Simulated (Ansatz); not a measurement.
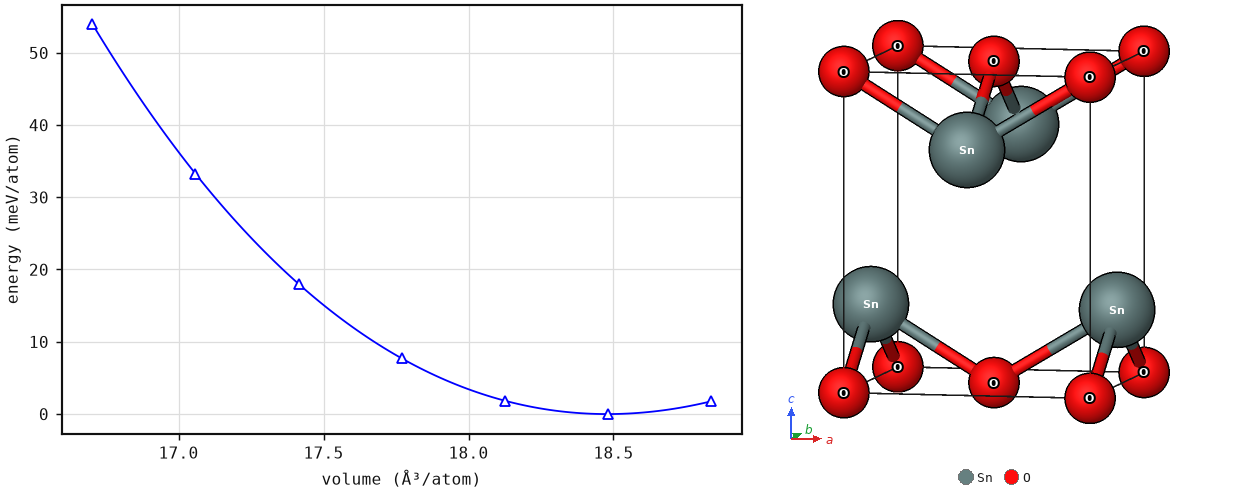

The figure shows the energy against volume for SnO, space group P4/nmm (No. 129). The conventional cell is drawn beside the plot.

Starting cell:
```xyz
4
Lattice="3.8137 0.0000 0.0000 0.0000 3.8137 0.0000 0.0000 0.0000 4.8869" Properties=species:S:1:pos:R:3 pbc="T T T"
Sn    1.9068    0.0000    3.7367
Sn    0.0000    1.9068    1.1503
O     0.0000    0.0000    0.0000
O     1.9068    1.9068    0.0000
```

How it was computed, with Ansatz 0.2.0: plane-wave DFT, no spin polarisation; energies at scaled volumes of the given cell, shape and fractions fixed, counted from the fit's minimum, third-order Birch-Murnaghan fit. Level: PBE.

k mesh 7×7×6; occupations Fermi–Dirac; smearing width 0.05 eV; potentials Ansatz NC; wave cutoff 1240 eV; density cutoff 4960 eV.

From this curve and the settings, what does the calculation give for the pressure at the same points?

The pressure falls from 10.65 GPa at volume 16.70 Å³/atom to −1.55 GPa at 18.84 Å³/atom, and changes sign near 18.48 Å³/atom.

```json
{"volume (Å³/atom)": "16.70", "pressure (GPa)": "10.65"}
{"volume (Å³/atom)": "17.06", "pressure (GPa)": "8.06"}
{"volume (Å³/atom)": "17.41", "pressure (GPa)": "5.72"}
{"volume (Å³/atom)": "17.77", "pressure (GPa)": "3.61"}
{"volume (Å³/atom)": "18.12", "pressure (GPa)": "1.71"}
{"volume (Å³/atom)": "18.48", "pressure (GPa)": "-0.01"}
{"volume (Å³/atom)": "18.84", "pressure (GPa)": "-1.55"}
```

Caveats: shape and atomic fractions are frozen while scaling, which makes layered, chain and framework solids too stiff.
